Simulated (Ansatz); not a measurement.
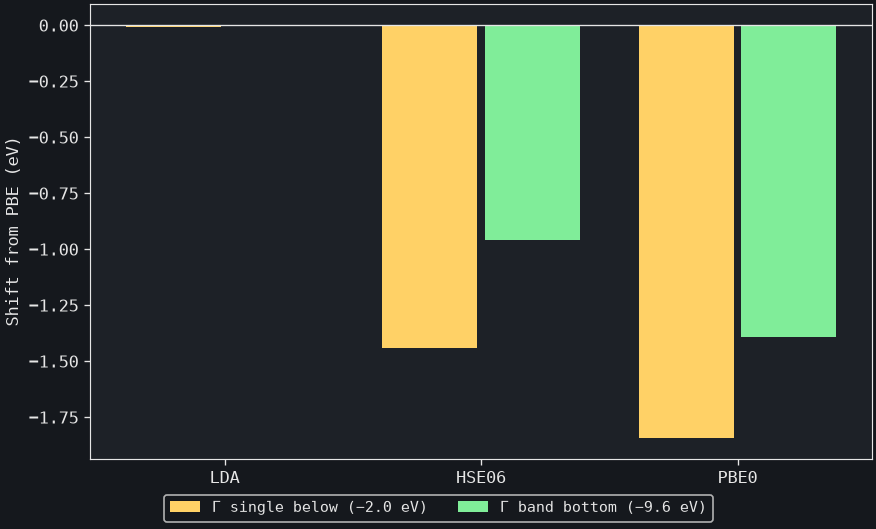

Levels near the Fermi level of Cu, space group I4/mmm, 1 atom in the primitive cell (a = 2.886 Å, c = 2.752 Å (tetragonal axes)), a metal, by four methods on one cell, as shifts from PBE. Each level is counted from the Fermi level of its run and named by k point, degeneracy (spin aside) and side; the legend gives its PBE energy; the band bottom is the lowest valence level above the core-like shells. The cell is at 7 GPa in PBE.

Which method departs most from PBE, and how?

PBE0: it moves Γ single below by −1.84 eV and Γ band bottom by −1.39 eV. Exact exchange pushes filled levels down from the Fermi level and so widens the occupied bands.

How does the occupied bandwidth compare?

The Fermi level lies 9.59 eV (LDA), 9.60 eV (PBE), 10.55 eV (HSE06) and 10.99 eV (PBE0) above the band bottom.

| method | Γ single below (eV) | Γ band bottom (eV) |
| --- | --- | --- |
| LDA | −1.97 | −9.59 |
| PBE | −1.96 | −9.60 |
| HSE06 | −3.40 | −10.55 |
| PBE0 | −3.81 | −10.99 |

Settings. LDA: Ansatz PAW, 13×13×13 k mesh, 420 eV cutoff, Fermi-Dirac smearing of 0.05 eV (Ansatz 0.2.0). PBE: Ansatz PAW, 13×13×13 k mesh, 420 eV cutoff, Fermi-Dirac smearing of 0.05 eV (Ansatz 0.2.0). HSE06: Ansatz PAW, 8×8×8 k mesh, 420 eV cutoff, Fermi-Dirac smearing of 0.05 eV (Ansatz 0.2.0). PBE0: Ansatz PAW, 8×8×8 k mesh, 420 eV cutoff, Fermi-Dirac smearing of 0.05 eV (Ansatz 0.2.0). No run carries moments or holds spin-orbit coupling.

This isn't the form of Cu at room conditions, which is fcc. LDA, HSE06 and PBE0: the PAW data sets were made with another functional. HSE06 and PBE0: the k mesh is coarse, so the values aren't converged, least of all with exact exchange. PBE0: unscreened exact exchange wrongly thins out the states at the Fermi level of a metal. The meshes or smearings differ, which moves the Fermi levels by some hundredths of an eV or more.
